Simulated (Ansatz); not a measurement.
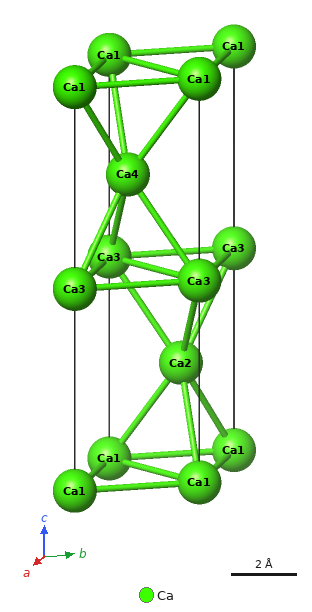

The starting point is a symmetric starting cell of Ca. Style: ball-and-stick. Shown: the cell of the calculation, slightly off an axis.

These are results of DFT PBE, scalar-relativistic, plane waves, PAW (Ansatz), not measurements. Set-up: plane-wave cutoff 420 eV; k-point mesh 12 × 12 × 4; occupations gaussian; smearing width 0.1 eV; no spin polarisation.

The variant: The cell is strained by +7.2 % along b, −2.1 % along [2 1 0], −2.5 % along c (volume +2.3 %) and atoms are displaced by up to 0.07 Å (root mean square over those that move 0.06 Å) relative to the cell: Ca2 0.07 Å along [2 1 0]. No relaxation follows. The starting cell wasn't computed here and needn't be at equilibrium, so pressure and forces aren't due to the change alone.

What does the calculation give for the changed structure?

The pressure is −0.7 GPa (not all of it need come from the change, since the unchanged cell can be under pressure at this level too). The principal stresses (compression positive) are 0.2 GPa along c, −0.4 GPa along [2 1 0], −2.0 GPa along b. The largest force is 0.14 eV/Å, on Ca2, along [−2 −1 0]. The forces mostly point back along the displacements (cosine −0.82). Some distances before and after: Ca–Ca 3.952 → 3.829 to 4.241 Å. The space group (tolerance 0.01 Å) goes from P6_3/mmc (No. 194) to Amm2 (No. 38).

Drawn alike, the variant:

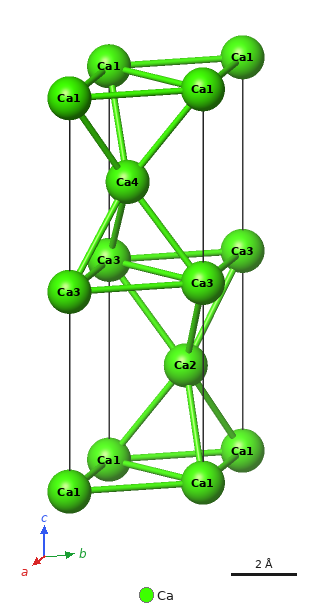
